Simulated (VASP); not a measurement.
Ge: space group P6_3/mmc (No. 194), a = 4.003 Å, b = 4.003 Å, c = 13.157 Å, α = 90.00°, β = 90.00°, γ = 120.00°. Origin: a cell listed in the Materials Project, as set up for an electronic-structure calculation. Forms under 0.4 % of the area are left out.

Estimate the growth shape by the BFDH rule (face distance proportional to 1/d, absences counted).

The forms computed, by share of the surface:

```json
{"form": "{002}", "faces": "2", "d (Å)": "6.578", "share of area (%)": "45.1"}
{"form": "{100}", "faces": "6", "d (Å)": "3.467", "share of area (%)": "27.5"}
{"form": "{101}", "faces": "12", "d (Å)": "3.352", "share of area (%)": "27.4"}
```

Widths along a, b and c stand as 1.00 : 1.00 : 0.46.

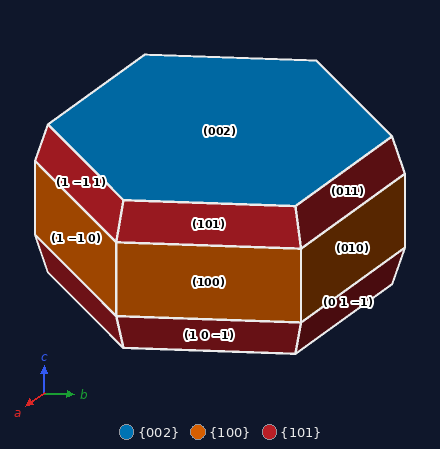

The computed shape, faces indexed. The rule is geometric and ignores bonding and growth conditions.
